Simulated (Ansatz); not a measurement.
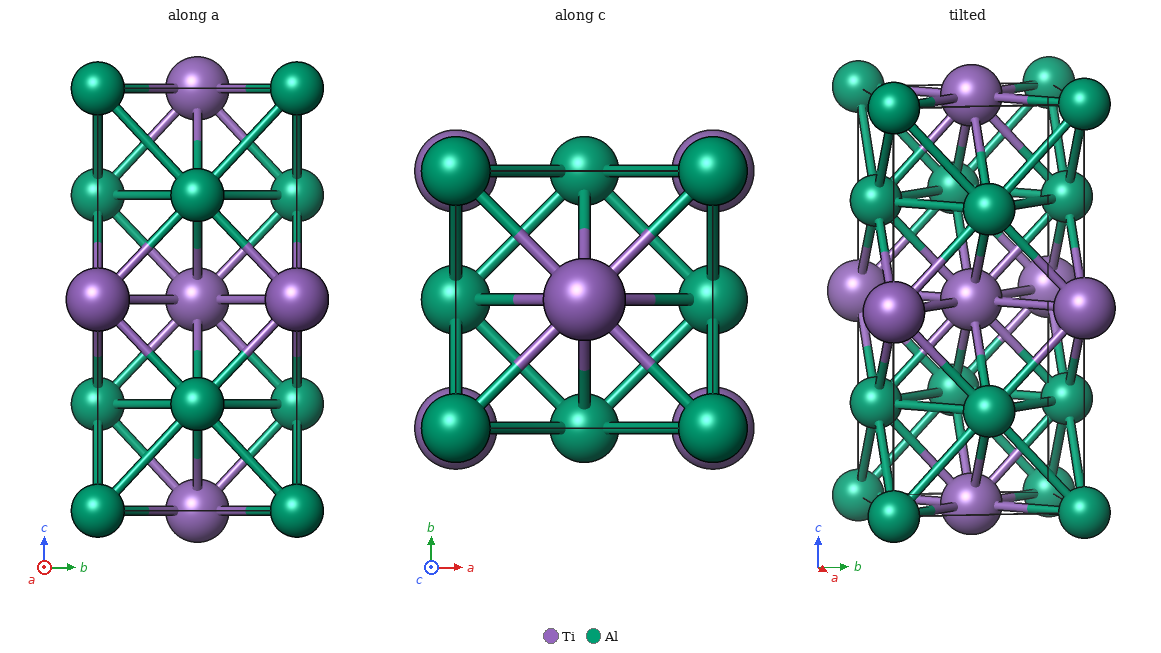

Shown here is a ball-and-stick view of the crystal, taken along the a axis, along the c axis and slightly off an axis. The conventional unit cell is drawn as a box. Cell: a = 3.921 Å, b = 3.921 Å, c = 8.315 Å, α = 90.00°, β = 90.00°, γ = 90.00°.

What can be read from this drawing?

- It has the composition Ti3Al5.
- It is primitive tetragonal, space group P4/mmm (No. 123).
- Atoms per cell: 8 (3 Ti, 5 Al).
- Ti takes three kinds of site: 1b with eight Al and four Ti in a cuboctahedral arrangement (about 2.8 Å to Al, 2.8 Å to Ti); 1c with twelve Al in a cuboctahedral arrangement at about 2.8 to 2.9 Å; 1d with eight Al and four Ti in a cuboctahedral arrangement (about 2.8 Å to Al, 2.8 Å to Ti). Al takes two kinds of site: 4i with six Ti and six Al in a cuboctahedral arrangement (about 2.9 Å to Ti, 2.8 to 2.9 Å to Al); 1a with eight Al and four Ti in a cuboctahedral arrangement (about 2.9 Å to Al, 2.8 Å to Ti).
- The bonds build a three-dimensional framework.

Starting structure: a structure listed in the Materials Project. It was relaxed at fixed volume with Ansatz 0.2.0, DFT PBEsol, scalar-relativistic, plane waves, PAW.
